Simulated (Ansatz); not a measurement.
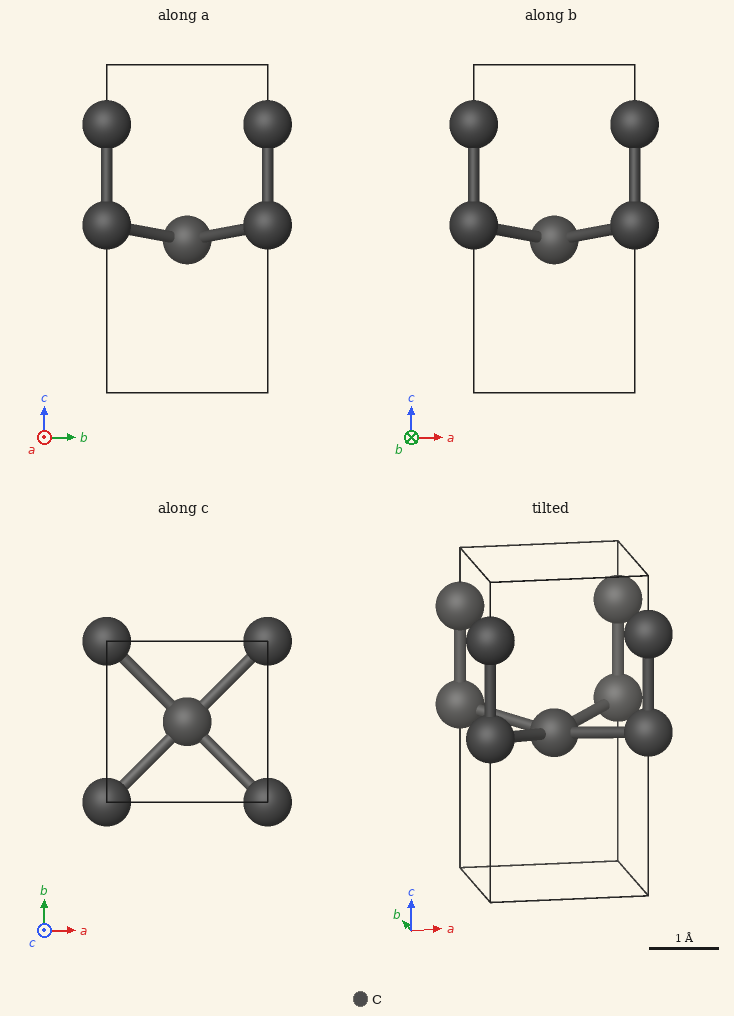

Shown here is a ball-and-stick view of the crystal, taken along the a axis, along the b axis, along the c axis and slightly off an axis. The wireframe shows the conventional unit cell.

Lattice parameters: a = 2.3450 Å, b = 2.3450 Å, c = 4.7840 Å, α = 90.000°, β = 90.000°, γ = 90.000°.

> From the views, write a CIF with its space group and independent sites, with free fractional coordinates to two decimals.

```cif
data_structure
_symmetry_space_group_name_H-M 'P 4 m m'
_symmetry_Int_Tables_number 99
_cell_length_a 2.3450
_cell_length_b 2.3450
_cell_length_c 4.7840
_cell_angle_alpha 90.000
_cell_angle_beta 90.000
_cell_angle_gamma 90.000
_cell_volume 26.31
loop_
_atom_site_label
_atom_site_type_symbol
_atom_site_symmetry_multiplicity
_atom_site_Wyckoff_symbol
_atom_site_fract_x
_atom_site_fract_y
_atom_site_fract_z
_atom_site_occupancy
C1 C 1 a 0.00 0.00 0.51 1
C2 C 1 a 0.00 0.00 0.82 1
C3 C 1 b 0.50 0.50 0.47 1
```

The model was built from a random cell made by a generator, so it need not be a real form of the element. Earlier steps of the study, as a rule a relaxation of our own, may have changed the cell and positions, so they can lie some per cent off the listed ones. It went into a calculation with Ansatz.
